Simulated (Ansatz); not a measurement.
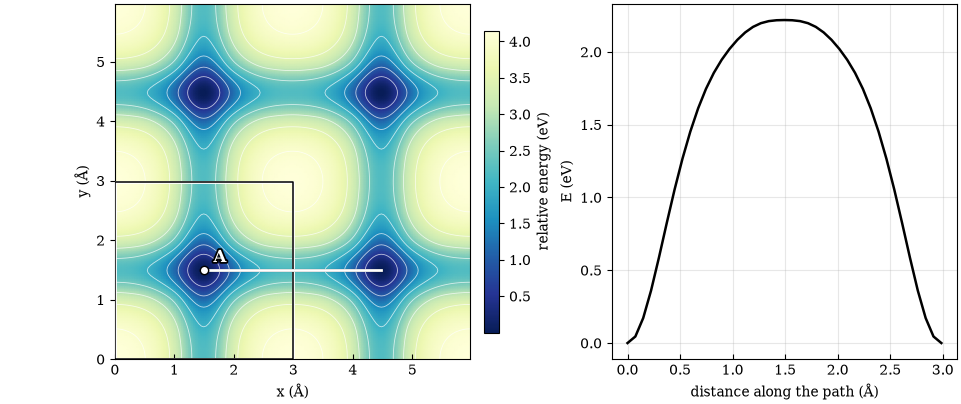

N on a Ta(100) slab cut from the Fm-3m phase, its upper half relaxed before the scan (12 atoms of substrate and one adsorbate in a 2 × 2 cell). 
- N is moved over the surface cell; relaxed at each place: the height of the adsorbate's atoms; substrate rigid; the origin of the map has the adsorbate above Ta9.
- Places are given modulo a cell vector. The map is drawn in real space over the plane of the surface.
- Grid: 6 × 6 points; 10 points were computed and 26 follow by symmetry.
- Places are given in fractions of the 1 × 1 surface cell.
- Energies are in eV, from the lowest grid point.
- Theory: Ansatz, DFT PBE, scalar-relativistic, plane waves, PAW. Settings: cutoff 420 eV, k-mesh 5×5×1, gaussian smearing 0.1 eV, no spin polarisation.

The picture shows a smooth colour map with a few white contour lines, a line along the lowest path, the outline of one cell of the 2 × 2 shown, the energy along the path at the right, the start A. Between grid points the surface is interpolated.

Question: Describe the path and its barrier.

Answer: The easiest path leads from the well at a fourfold hollow over a second-layer Ta atom, (3/6, 3/6) of the cell vectors to its copy one period on. Its highest point lies about 2.2 eV above the bottom of the first well on the interpolated surface, at a bridge site between two Ta atoms, (0/6, 3/6) of the cell vectors. This is the barrier on the constrained surface; relaxing the other coordinates would change it.

PAW datasets: the set soft_1.
